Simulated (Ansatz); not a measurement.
Geometry relaxation, with input and output: In₁₅GaP₁₆ (charge −1) (part 3 of 3)

The same run, continued: In₁₅GaP₁₆ (defect cell, 32 atoms in the cell, total charge −1); DFT PBE, scalar-relativistic, plane waves, PAW, spin-polarised (Ansatz 0.2.0); cutoff 420 eV, 4×4×4 k-mesh, Gaussian smearing of 0.02 eV, collinear spins. The structure derives from a Materials Project entry. It belongs to a series of runs on one base structure; here: Ga on a In site (a), charge -1, atoms relaxed at the host's cell.

### Output, continued
```
--- Relaxed structure (2 steps of the walk, 2 accepted, 0 SCFs on fresh bases) ---
  F+E_penalty+E_count = -99841.88512465 eV   max|allowed force component| = 1.013e-2 eV/Å
  atoms:
    - { symbol: Ga, position: [0.49999999999999994, 0.49999999999999994, 4.050553288084439e-21] }
    - { symbol: In, position: [0.5, 0.747789080392305, 0.7526590680866163] }
    - { symbol: In, position: [0.49999999999999994, -7.106233838740427e-23, 0.49999999999999994] }
    - { symbol: In, position: [0.747789080392305, 0.2526590680866164, 0.0] }
    - { symbol: In, position: [0.4999999999999999, 0.25265906808661637, 0.24778908039230493] }
    - { symbol: In, position: [0.747789080392305, 0.5, 0.7526590680866163] }
    - { symbol: In, position: [0.7473409319133836, 0.7473409319133836, 0.4951300123056885] }
    - { symbol: In, position: [2.700368858723023e-21, -7.106233838738885e-23, 4.050553288084583e-21] }
    - { symbol: In, position: [0.7473409319133836, -0.004869987694311545, 0.24734093191338352] }
    - { symbol: In, position: [0.004869987694311462, 0.25221091960769504, 0.7522109196076949] }
    - { symbol: In, position: [2.7003688587229993e-21, 0.49999999999999994, 0.49999999999999994] }
    - { symbol: In, position: [0.2526590680866164, 0.747789080392305, 0.0] }
    - { symbol: In, position: [-0.004869987694311545, 0.7473409319133836, 0.24734093191338352] }
    - { symbol: In, position: [0.25221091960769504, 0.004869987694311462, 0.7522109196076949] }
    - { symbol: In, position: [0.25221091960769493, 0.25221091960769493, 0.5048699876943114] }
    - { symbol: In, position: [0.25265906808661637, 0.4999999999999999, 0.24778908039230493] }
    - { symbol: P, position: [0.26398192870342363, 0.4999999999999999, 0.0] }
    - { symbol: P, position: [0.2507364319168718, 0.7524671047406012, 0.7507364319168717] }
    - { symbol: P, position: [0.24753289525939876, -0.0017306728237294622, 0.4982693271762705] }
    - { symbol: P, position: [0.4999999999999999, 0.26398192870342363, 0.0] }
    - { symbol: P, position: [0.2507364319168718, 0.2507364319168718, 0.2524671047406012] }
    - { symbol: P, position: [0.4999999999999999, 0.4999999999999999, 0.7639819287034236] }
    - { symbol: P, position: [0.5, 0.7492635680831281, 0.5017306728237293] }
    - { symbol: P, position: [0.7492635680831281, 0.0017306728237294622, 0.0] }
    - { symbol: P, position: [0.49999999999999994, 0.0017306728237294622, 0.24926356808312822] }
    - { symbol: P, position: [0.7524671047406012, 0.2507364319168718, 0.7507364319168717] }
    - { symbol: P, position: [0.7492635680831281, 0.5, 0.5017306728237293] }
    - { symbol: P, position: [0.0017306728237294622, 0.7492635680831281, 0.0] }
    - { symbol: P, position: [0.7360180712965761, 0.7360180712965761, 0.2360180712965762] }
    - { symbol: P, position: [-0.0017306728237294622, -0.0017306728237294622, 0.7475328952593987] }
    - { symbol: P, position: [-0.0017306728237294622, 0.24753289525939876, 0.4982693271762705] }
    - { symbol: P, position: [0.0017306728237294622, 0.49999999999999994, 0.24926356808312822] }
--- Löwdin populations: 32 sites ---
  site symbol       q [e]    m [muB]
     0     Ga     12.9687     0.0000
     1     In     12.7399     0.0000
     2     In     12.7437    -0.0000
     3     In     12.7399     0.0000
     4     In     12.7399     0.0000
     5     In     12.7399     0.0000
     6     In     12.7399     0.0000
     7     In     12.7437    -0.0000
     8     In     12.7399     0.0000
     9     In     12.7399     0.0000
    10     In     12.7437    -0.0000
    11     In     12.7399     0.0000
    12     In     12.7399     0.0000
    13     In     12.7399     0.0000
    14     In     12.7399     0.0000
    15     In     12.7399     0.0000
    16      P      5.2183    -0.0000
    17      P      5.2796     0.0000
    18      P      5.2796     0.0000
    19      P      5.2183    -0.0000
    20      P      5.2796     0.0000
    21      P      5.2183    -0.0000
    22      P      5.2796     0.0000
    23      P      5.2796     0.0000
    24      P      5.2796     0.0000
    25      P      5.2796     0.0000
    26      P      5.2796     0.0000
    27      P      5.2796     0.0000
    28      P      5.2183    -0.0000
    29      P      5.2796     0.0000
    30      P      5.2796     0.0000
    31      P      5.2796     0.0000
  spilling = 0.002396 (of n_electrons = 289.000000)
```

### File populations.tsv
```
# site	symbol	l	j	q_up	q_dn
# orbitals = lowdin
# n_electrons = 289.000000
# spilling = 0.002396
0	Ga	0_4S	-	0.577853	0.577853
0	Ga	1_4P	-	0.912370	0.912370
0	Ga	2_3D	-	4.994141	4.994141
1	In	0_5S	-	0.542395	0.542395
1	In	1_5P	-	0.836455	0.836455
1	In	2_4D	-	4.991119	4.991119
2	In	0_5S	-	0.549307	0.549307
2	In	1_5P	-	0.831309	0.831309
2	In	2_4D	-	4.991213	4.991213
3	In	0_5S	-	0.542395	0.542395
3	In	1_5P	-	0.836455	0.836455
3	In	2_4D	-	4.991119	4.991119
4	In	0_5S	-	0.542395	0.542395
4	In	1_5P	-	0.836455	0.836455
4	In	2_4D	-	4.991119	4.991119
5	In	0_5S	-	0.542395	0.542395
5	In	1_5P	-	0.836455	0.836455
5	In	2_4D	-	4.991119	4.991119
6	In	0_5S	-	0.542395	0.542395
6	In	1_5P	-	0.836455	0.836455
6	In	2_4D	-	4.991119	4.991119
7	In	0_5S	-	0.549307	0.549307
7	In	1_5P	-	0.831309	0.831309
7	In	2_4D	-	4.991213	4.991213
8	In	0_5S	-	0.542395	0.542395
8	In	1_5P	-	0.836455	0.836455
8	In	2_4D	-	4.991119	4.991119
9	In	0_5S	-	0.542395	0.542395
9	In	1_5P	-	0.836455	0.836455
9	In	2_4D	-	4.991119	4.991119
10	In	0_5S	-	0.549307	0.549307
10	In	1_5P	-	0.831309	0.831309
10	In	2_4D	-	4.991213	4.991213
11	In	0_5S	-	0.542395	0.542395
11	In	1_5P	-	0.836455	0.836455
11	In	2_4D	-	4.991119	4.991119
12	In	0_5S	-	0.542395	0.542395
12	In	1_5P	-	0.836455	0.836455
12	In	2_4D	-	4.991119	4.991119
13	In	0_5S	-	0.542395	0.542395
13	In	1_5P	-	0.836455	0.836455
13	In	2_4D	-	4.991119	4.991119
14	In	0_5S	-	0.542395	0.542395
14	In	1_5P	-	0.836455	0.836455
14	In	2_4D	-	4.991119	4.991119
15	In	0_5S	-	0.542395	0.542395
15	In	1_5P	-	0.836455	0.836455
15	In	2_4D	-	4.991119	4.991119
16	P	0_3S	-	0.723140	0.723140
16	P	1_3P	-	1.886005	1.886005
17	P	0_3S	-	0.727253	0.727253
17	P	1_3P	-	1.912555	1.912555
18	P	0_3S	-	0.727253	0.727253
18	P	1_3P	-	1.912555	1.912555
19	P	0_3S	-	0.723140	0.723140
19	P	1_3P	-	1.886005	1.886005
20	P	0_3S	-	0.727253	0.727253
20	P	1_3P	-	1.912555	1.912555
21	P	0_3S	-	0.723140	0.723140
21	P	1_3P	-	1.886005	1.886005
22	P	0_3S	-	0.727253	0.727253
22	P	1_3P	-	1.912555	1.912555
23	P	0_3S	-	0.727253	0.727253
23	P	1_3P	-	1.912555	1.912555
24	P	0_3S	-	0.727253	0.727253
24	P	1_3P	-	1.912555	1.912555
25	P	0_3S	-	0.727253	0.727253
25	P	1_3P	-	1.912555	1.912555
26	P	0_3S	-	0.727253	0.727253
26	P	1_3P	-	1.912555	1.912555
27	P	0_3S	-	0.727253	0.727253
27	P	1_3P	-	1.912555	1.912555
28	P	0_3S	-	0.723140	0.723140
28	P	1_3P	-	1.886005	1.886005
29	P	0_3S	-	0.727253	0.727253
29	P	1_3P	-	1.912555	1.912555
30	P	0_3S	-	0.727253	0.727253
30	P	1_3P	-	1.912555	1.912555
31	P	0_3S	-	0.727253	0.727253
31	P	1_3P	-	1.912555	1.912555
```

### Trajectory as extended XYZ (Å, eV, eV/Å), 2 frames, from step=1 to step=2
```
32
Lattice="-5.9598 5.9598 5.9598 5.9598 -5.9598 5.9598 5.9598 5.9598 -5.9598" Properties=species:S:1:pos:R:3:forces:R:3 step=1 energy=-99841.88462
Ga    0.0000    0.0000    5.9598    0.0000   0.0000   0.0000
In    5.9660    3.0067    2.9531   -0.0253   0.0123  -0.0123
In    0.0000    5.9598    0.0000    0.0000   0.0000   0.0000
In   -2.9531    2.9531    5.9660    0.0123  -0.0123  -0.0253
In    0.0062    2.9531    3.0067   -0.0253  -0.0123   0.0123
In    3.0067    5.9660    2.9531    0.0123  -0.0253  -0.0123
In    2.9531    2.9531    5.9536   -0.0123  -0.0123   0.0253
In    0.0000    0.0000    0.0000    0.0000   0.0000   0.0000
In   -3.0067    5.9536    2.9531   -0.0123   0.0253  -0.0123
In    5.9536    3.0067   -2.9531    0.0253   0.0123   0.0123
In    5.9598    0.0000    0.0000    0.0000   0.0000   0.0000
In    2.9531   -2.9531    5.9660   -0.0123   0.0123  -0.0253
In    5.9536   -3.0067    2.9531    0.0253  -0.0123  -0.0123
In    3.0067    5.9536   -2.9531    0.0123   0.0253   0.0123
In    3.0067    3.0067   -0.0062    0.0123   0.0123   0.0253
In    2.9531    0.0062    3.0067   -0.0123  -0.0253   0.0123
P     1.4068   -1.4068    4.5530    0.0084  -0.0084  -0.0084
P     7.4642    1.4849    1.5045    0.0018  -0.0163   0.0018
P     1.4849    4.4553   -1.5045   -0.0163  -0.0018  -0.0018
P    -1.4068    1.4068    4.5530   -0.0084   0.0084  -0.0084
P     1.5045    1.5045    1.4849    0.0018   0.0018  -0.0163
P     4.5530    4.5530    1.4068   -0.0084  -0.0084   0.0084
P     4.4749    1.5045    4.4553    0.0163   0.0018  -0.0018
P    -4.4553    4.4553    4.4749    0.0018  -0.0018   0.0163
P    -1.4849    4.4553    1.5045    0.0163  -0.0018   0.0018
P     1.4849    7.4642    1.5045   -0.0163   0.0018   0.0018
P     1.5045    4.4749    4.4553    0.0018   0.0163  -0.0018
P     4.4553   -4.4553    4.4749   -0.0018   0.0018   0.0163
P     1.4068    1.4068    7.3665    0.0084   0.0084   0.0084
P     4.4553    4.4553   -4.4749   -0.0018  -0.0018  -0.0163
P     4.4553    1.4849   -1.5045   -0.0018  -0.0163  -0.0018
P     4.4553   -1.4849    1.5045   -0.0018   0.0163   0.0018
32
Lattice="-5.9598 5.9598 5.9598 5.9598 -5.9598 5.9598 5.9598 5.9598 -5.9598" Properties=species:S:1:pos:R:3:forces:R:3 step=2 energy=-99841.88513
Ga    0.0000    0.0000    5.9598    0.0000   0.0000   0.0000
In    5.9625    3.0089    2.9509    0.0101  -0.0068   0.0068
In    0.0000    5.9598    0.0000    0.0000   0.0000   0.0000
In   -2.9509    2.9509    5.9625   -0.0068   0.0068   0.0101
In    0.0027    2.9509    3.0089    0.0101   0.0068  -0.0068
In    3.0089    5.9625    2.9509   -0.0068   0.0101   0.0068
In    2.9509    2.9509    5.9571    0.0068   0.0068  -0.0101
In    0.0000    0.0000    0.0000    0.0000   0.0000   0.0000
In   -3.0089    5.9571    2.9509    0.0068  -0.0101   0.0068
In    5.9571    3.0089   -2.9509   -0.0101  -0.0068  -0.0068
In    5.9598    0.0000    0.0000    0.0000   0.0000   0.0000
In    2.9509   -2.9509    5.9625    0.0068  -0.0068   0.0101
In    5.9571   -3.0089    2.9509   -0.0101   0.0068   0.0068
In    3.0089    5.9571   -2.9509   -0.0068  -0.0101  -0.0068
In    3.0089    3.0089   -0.0027   -0.0068  -0.0068  -0.0101
In    2.9509    0.0027    3.0089    0.0068   0.0101  -0.0068
P     1.4066   -1.4066    4.5532   -0.0035   0.0035   0.0035
P     7.4644    1.4840    1.5047   -0.0014   0.0083  -0.0014
P     1.4840    4.4551   -1.5047    0.0083   0.0014   0.0014
P    -1.4066    1.4066    4.5532    0.0035  -0.0035   0.0035
P     1.5047    1.5047    1.4840   -0.0014  -0.0014   0.0083
P     4.5532    4.5532    1.4066    0.0035   0.0035  -0.0035
P     4.4758    1.5047    4.4551   -0.0083  -0.0014   0.0014
P    -4.4551    4.4551    4.4758   -0.0014   0.0014  -0.0083
P    -1.4840    4.4551    1.5047   -0.0083   0.0014  -0.0014
P     1.4840    7.4644    1.5047    0.0083  -0.0014  -0.0014
P     1.5047    4.4758    4.4551   -0.0014  -0.0083   0.0014
P     4.4551   -4.4551    4.4758    0.0014  -0.0014  -0.0083
P     1.4066    1.4066    7.3664   -0.0035  -0.0035  -0.0035
P     4.4551    4.4551   -4.4758    0.0014   0.0014   0.0083
P     4.4551    1.4840   -1.5047    0.0014   0.0083   0.0014
P     4.4551   -1.4840    1.5047    0.0014  -0.0083  -0.0014
```

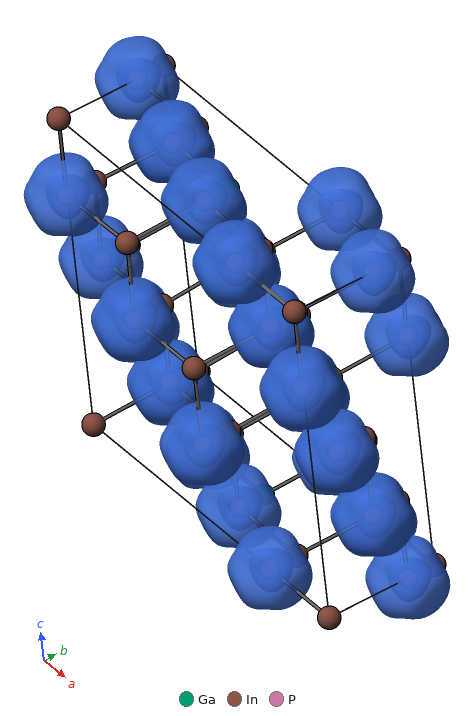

Isosurface of the ELF at 0.7 (blue), seen slightly off an axis. Core shells and regions of very low density are left out. Sticks mark near contacts. The outline is the calculation cell. Along the contacts the grid gives the following. Ga–P (2.44 Å): the ELF peaks at about 0.90 between the atoms (a covalent bond). In–P (2.58 Å): the ELF is about 0.55 at the midpoint. In a PAW calculation such maps are meaningful between the atoms, not at the nuclei.

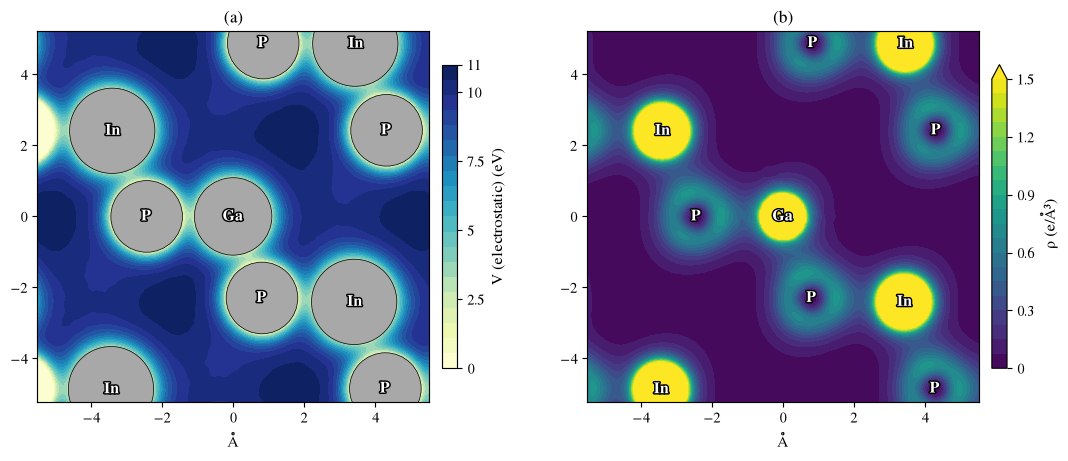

(a) electrostatic potential energy of an electron; (b) valence electron density on the (001) plane of the calculation cell. Grey discs, where drawn, cover atomic cores. The plane passes through Ga, In and P nuclei. Ga–P (2.44 Å): the density is about 0.46 e/Å³ at the midpoint. In–P (2.60 Å): the density is about 0.42 e/Å³ at the midpoint. Away from the nuclei the density in this plane falls to 0.003 e/Å³ at its lowest. Outside the cores the potential energy rises away from the atoms and is highest about 2.5 Å from the nearest atoms; outside the discs it spans about 10 eV, and its zero is arbitrary.
